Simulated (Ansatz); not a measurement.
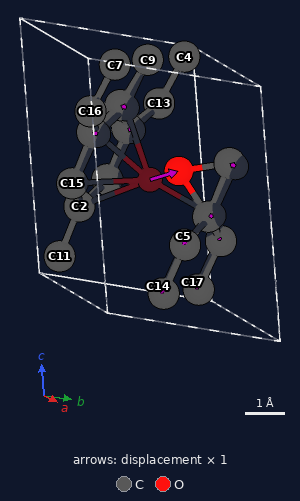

A relaxation of a defect cell of composition C$_{18}$O. The starting structure is drawn faded, the final one solid; purple arrows show the displacements, at their true length.

A ball-and-stick model of the cell of the calculation (origin shifted), seen slightly off an axis.

Case: O interstitial, charge +0, atoms relaxed at the host's cell.

These are results of DFT PBE+D3(BJ), scalar-relativistic, plane waves, PAW (Ansatz 0.2.0), not measurements. Set-up: plane-wave cutoff 420 eV; k-point mesh 4 × 4 × 4; occupations gaussian; smearing width 0.01 eV; mesh shifted by (0.5, 0.5, 0.5); no spin polarisation; atoms relaxed in a fixed cell; force threshold 0.025 eV/Å; at most 45 steps.

Q: Which element moves most?

A: Oxygen: up to 0.78 Å, against 0.18 Å for carbon.

Q: What did the optimiser do to the structure, and how much energy did it gain?

A: The energy falls by 3.165 eV per cell of the calculation in 11 geometry steps. The largest force component goes from 6.2 to 0.0054 eV/Å. The O atom moves most: 0.78 Å roughly along [1 2 1]. By element the largest moves are O 0.78 Å, C 0.18 Å. The cell stays as it was. Among the contacts that change: C–O 2.330 → 1.426 Å, C–O 1.969 → 2.787 Å, C–O 2.125 → 2.924 Å, C–O 1.903 → 2.506 Å. New bonds form, among them: C–O (2.33 → 1.43 Å). Bond angles that change, for instance: C–C–C 120.0° → 116.8°, C–C–C 120.0° → 122.6°.

Limits of the set-up: the periodic images lie only 5.1 Å apart, so the values are limited by the cell's size.
